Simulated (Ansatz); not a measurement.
## Run report: SnS₂, geometry relaxation (part 2 of 2)

Continued. System: SnS₂ (P-3m1, 3 atoms in the cell). Method: DFT PBE+D3(BJ), scalar-relativistic, plane waves, PAW, no spin polarisation (Ansatz 0.2.0); cutoff 420 eV, 9×9×6 k-mesh, Gaussian smearing of 0.02 eV. The structure derives from an entry of the Crystallography Open Database.

Geometry of the input (Å; fractional positions):
```
3.6390  0.0000  0.0000
-1.8195  3.1515  0.0000
0.0000  0.0000  5.8680
Sn 0.0000  0.0000  0.0000
S  0.3333  0.6667  0.2500
S  0.6667  0.3333  0.7500
```

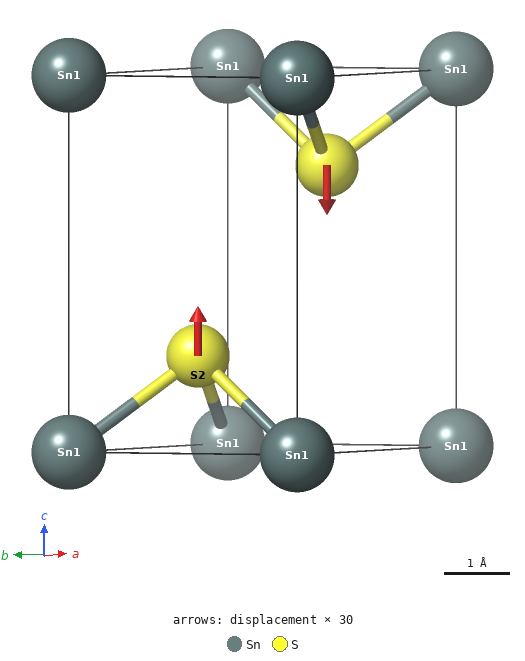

Fig. 1: The starting structure with the displacements (without the part carried along by the change of the cell) as red arrows, magnified 30 times (ball-and-stick view of the cell of the calculation, seen at an oblique angle). Over 3 geometry steps the energy falls by 3.4 meV per atom. Largest force component: 0.26 eV/Å at the start, 0.0022 eV/Å at the end. Pressure: 1.81 GPa at the start and 0.02 GPa at the end. The largest moves relative to the cell, 0.026 Å, are those of S2 and S3. Sn stays in place. The volume changes by +0.6 %, with a = b 3.639 → 3.669 Å (+0.8 %), c 5.868 → 5.810 Å (−1.0 %). Distances before and after: Sn1–S2 2.562 → 2.583 Å. The space group stays P-3m1 (No. 164). A last SCF at the same geometry on a re-selected plane-wave basis shifts the energy by next to nothing (0.0 meV per atom). (Atoms are counted from 1 in the order of the input.)

```
basis re-selected at this cell: Δ(F+E_penalty+E_count) = -1.213e-4 eV, ΔP = -0.002 GPa vs the last step (what re-selecting the basis moved, of the pressure what is left beyond the Pulay correction that the steps carried, after the strain that the cell walked since its last selection, with what the two solves' SCF thresholds leave and, on support functions, any second-order correction that the steps lacked; it is no measure of the basis error at this ecutwfc). This SCF's stress stands 3.32e-2 GPa from its target on what of the cell is left free (relax.cell.stress_tol is 5.00e-2 GPa) and its largest allowed force component is 2.20e-3 eV/Å (relax.f_tol is 5.00e-3 eV/Å): within both
SCF converged after 6 iterations
Free energy (F): -7830.399730 eV
Harris-Foulkes:  -7830.399730 eV  (|F-HF|=7.28e-12)
Internal energy: -7830.399730 eV  (E = F + TS)
E sigma→0 (E₀):  -7830.399730 eV
Fermi energy:    7.291498 eV
--- Per-component energies (eV) ---
  E_band       = -117.128959
  E_kinetic    = 400.592550
  E_local      = -1543.359243  (includes V_loc(G=0)·N_el)
  E_nonlocal   = 27.025307
  E_hartree    = 821.161041
  E_xc         = -574.780967
  E_vxc        = -268.851341  (∫ρ·V_xc dr)
  E_paw        = -5343.184413  (= ΣΔE_a)
  E_vpaw       = -374.858259  (= ΣTr[D̂ρ^β])
  E_aug_tail   = 0.000003  (compensation charges beyond the density's cutoff)
  E_ewald      = -1616.869526
  E_disp       = -0.984481  (pairwise vdW)
  E_smearing   = -0.000000  (= −TS)
  E_closure    = -0.000000  (closes the sum)
  Σ components = -7830.399730   (vs F -7830.399730, Δ=0.00e0)
--- Forces (eV/Å), atoms counted from 1 ---
  atom   1  Sn     0.00000000     0.00000000     0.00000000
  atom   2  S      0.00000000    -0.00000000     0.00219892
  atom   3  S      0.00000000     0.00000000    -0.00219892
  max |Σ_I F_I| component: 9.25e-18 eV/Å
--- Stress (GPa, compression-positive) ---
        0.033243       0.000000       0.000000
        0.000000       0.033243      -0.000000
        0.000000      -0.000000       0.003242
  P = ⅓ Tr σ = 0.0232 GPa (0.232 kbar)
--- Band table (eV; the first three rows and the last of 62) ---
  k-point 0: bands = ["-14.3678", "-14.3678", "-14.3277", "-14.3021", "-14.3021", "-7.1540", "-5.1022", "0.8987", "5.9354", "5.9354", "6.1742", "6.1742", "6.6727", "8.3809", "10.1813", "11.9706", "11.9706"]
  k-point 1: bands = ["-14.3678", "-14.3678", "-14.3277", "-14.3021", "-14.3021", "-7.1094", "-5.2062", "1.1336", "5.8983", "5.8983", "6.0887", "6.2260", "6.2260", "8.8153", "10.2043", "11.8913", "11.8913"]
  k-point 2: bands = ["-14.3678", "-14.3678", "-14.3276", "-14.3021", "-14.3021", "-7.0068", "-5.4201", "1.6899", "5.1363", "5.8477", "5.8477", "6.3067", "6.3067", "9.3848", "10.2443", "11.7415", "11.7415"]
  k-point 61: bands = ["-14.3885", "-14.3885", "-14.3024", "-14.3024", "-14.2788", "-4.7171", "-4.7171", "-0.4556", "2.5224", "2.5224", "3.0174", "6.2961", "6.2961", "9.5896", "11.8717", "11.8717", "13.5426"]
--- Relaxed structure (4 steps of the walk, 4 accepted, 1 SCFs on fresh bases) ---
  F+E_penalty+E_count = -7830.39972979 eV   max|allowed force component| = 2.199e-3 eV/Å   (the final SCF, on the basis selected at the relaxed cell)
  cell:  # Å, volume = 67.7152 Å³
    - [3.6686266277018054, 1.0567951873476835e-32, -4.862987610885354e-19]
    - [-1.8343133138509027, 3.1771238565897995, 2.4314938054427285e-19]
    - [-7.841717862200218e-19, 4.44551715783952e-33, 5.809631359655117]
  atoms:
    - { symbol: Sn, position: [-5.101658806546779e-35, -5.792925691369299e-35, -5.795634610449096e-70] }
    - { symbol: S, position: [0.33333333333333337, 0.6666666666666667, 0.2544694042551587] }
    - { symbol: S, position: [0.6666666666666666, 0.33333333333333337, 0.7455305957448412] }
```

## Trajectory as extended XYZ (Å, eV, eV/Å), 5 frames, from step=1 to step=5
```
3
Lattice="3.6390 0.0000 0.0000 -1.8195 3.1515 0.0000 0.0000 0.0000 5.8680" Properties=species:S:1:pos:R:3:forces:R:3 step=1 energy=-7830.38949 pressure_GPa=1.81
Sn    0.0000    0.0000    0.0000    0.0000   0.0000   0.0000
S     0.0000    2.1010    1.4670    0.0000   0.0000   0.2607
S     1.8195    1.0505    4.4010    0.0000   0.0000  -0.2607
3
Lattice="3.6670 0.0000 0.0000 -1.8335 3.1757 0.0000 0.0000 0.0000 5.8298" Properties=species:S:1:pos:R:3:forces:R:3 step=2 energy=-7830.39544 pressure_GPa=-0.80
Sn    0.0000    0.0000    0.0000    0.0000   0.0000   0.0000
S     0.0000    2.1171    1.4988    0.0000   0.0000  -0.2100
S     1.8335    1.0586    4.3310    0.0000   0.0000   0.2100
3
Lattice="3.6781 0.0000 0.0000 -1.8391 3.1853 0.0000 0.0000 0.0000 5.8288" Properties=species:S:1:pos:R:3:forces:R:3 step=3 energy=-7830.39887 pressure_GPa=-0.26
Sn    0.0000    0.0000    0.0000    0.0000   0.0000   0.0000
S     0.0000    2.1236    1.4745    0.0000   0.0000   0.0181
S     1.8391    1.0618    4.3543    0.0000   0.0000  -0.0181
3
Lattice="3.6686 0.0000 0.0000 -1.8343 3.1771 0.0000 0.0000 0.0000 5.8096" Properties=species:S:1:pos:R:3:forces:R:3 step=4 energy=-7830.39961 pressure_GPa=0.03
Sn    0.0000    0.0000    0.0000    0.0000   0.0000   0.0000
S     0.0000    2.1181    1.4784    0.0000   0.0000   0.0022
S     1.8343    1.0590    4.3313    0.0000   0.0000  -0.0022
3
Lattice="3.6686 0.0000 0.0000 -1.8343 3.1771 0.0000 0.0000 0.0000 5.8096" Properties=species:S:1:pos:R:3:forces:R:3 step=5 energy=-7830.39973 pressure_GPa=0.02
Sn    0.0000    0.0000    0.0000    0.0000   0.0000   0.0000
S     0.0000    2.1181    1.4784    0.0000   0.0000   0.0022
S     1.8343    1.0590    4.3313    0.0000   0.0000  -0.0022
```

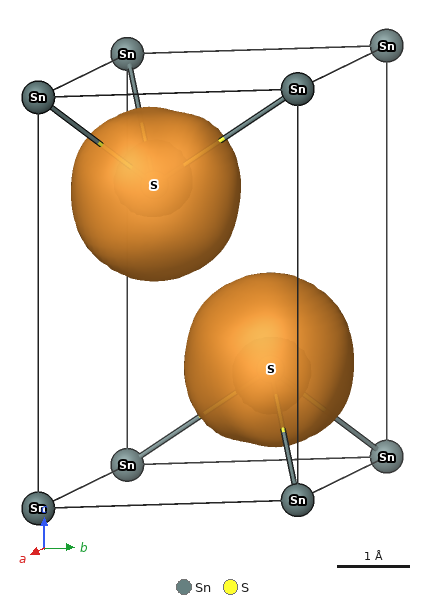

Fig. 2: Isosurface of the ELF at 0.7 (orange), seen slightly off an axis. Core shells and regions of very low density are left out. Sticks mark near contacts. The outline is the cell set on symmetry axes. Profiles from the grid: Sn–S (2.58 Å): the ELF is about 0.55 at the midpoint. Core electrons are frozen (PAW), so the fields are smoothed inside the atomic spheres.

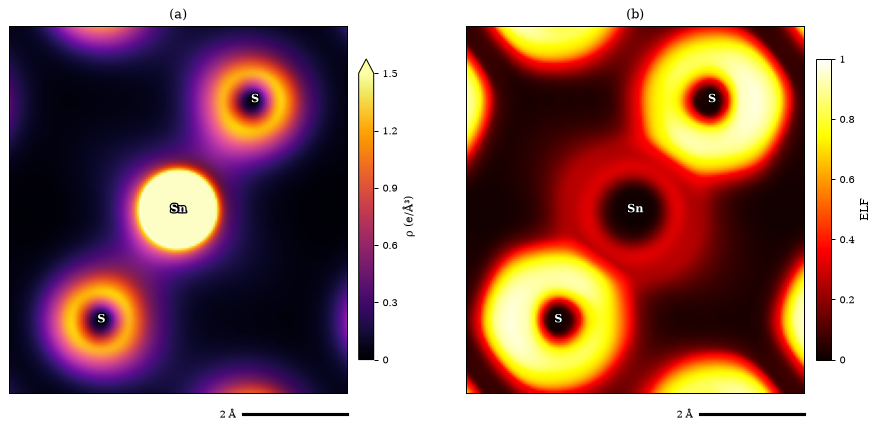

Fig. 3: (a) valence pseudo-density; (b) electron localisation function on the (110) plane of the conventional cell. Sn–S (2.58 Å): ρ at the midpoint is about 0.44 e/Å³; the ELF is about 0.55 at the midpoint. Away from the nuclei the density in this plane falls to 0.009 e/Å³ at its lowest.

## Summary

```csv
quantity,value
outcome,converged
space group (tolerance 0.01 Å),P-3m1 (164)
electrons treated,26
free energy,−7830.3997 eV
Fermi energy,7.291 eV
gap on the k-point mesh,1.24 eV
pressure,0.02 GPa
final volume,67.72 Å³
largest force (length of the vector) at the end,0.002 eV/Å
final cell,"a = 3.669 Å, b = 3.669 Å, c = 5.810 Å, α = 90.00°, β = 90.00°, γ = 120.00°"
wall time,6.5 s (CPU time 24 s)
peak memory,0.41 GiB
```
